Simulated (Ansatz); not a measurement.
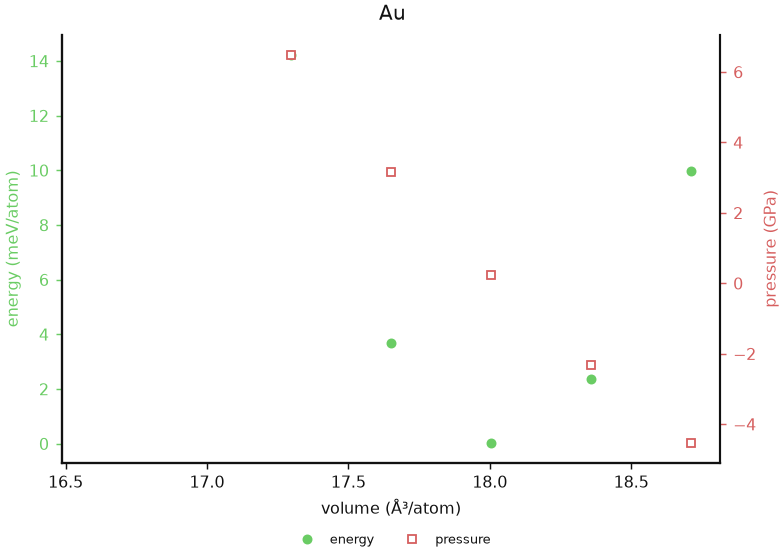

The figure shows the energy and pressure against volume for Au, space group Cmcm (No. 63).

Cell as given: a = 2.920 Å, b = 2.920 Å, c = 4.893 Å, α = 90.00°, β = 90.00°, γ = 122.19°; 2 atoms.

How it was computed, with Ansatz 0.2.0: all-electron LAPW DFT, no spin polarisation; energies at scaled volumes of the given cell, shape and fractions fixed, counted from the fit's minimum, third-order Birch-Murnaghan fit. Level: PBE.

| setting | value |
| --- | --- |
| k mesh | 11×11×6 |
| occupations | Fermi–Dirac |
| smearing width | 0.05 eV |
| potentials | all electron LAPW, scalar relativistic |
| program settings | basis error eV/atom 0.0005 |

The points at volume 16.59 Å³/atom and 16.94 Å³/atom are left out of the plot. What values does the calculation give there?

```csv
volume (Å³/atom),energy (meV/atom),pressure (GPa)
16.59,60.00,14.65
16.94,32.63,10.30
```

Limits of the calculation: spin-orbit coupling left out, heavy elements; shape and atomic fractions are frozen while scaling, which makes layered, chain and framework solids too stiff.
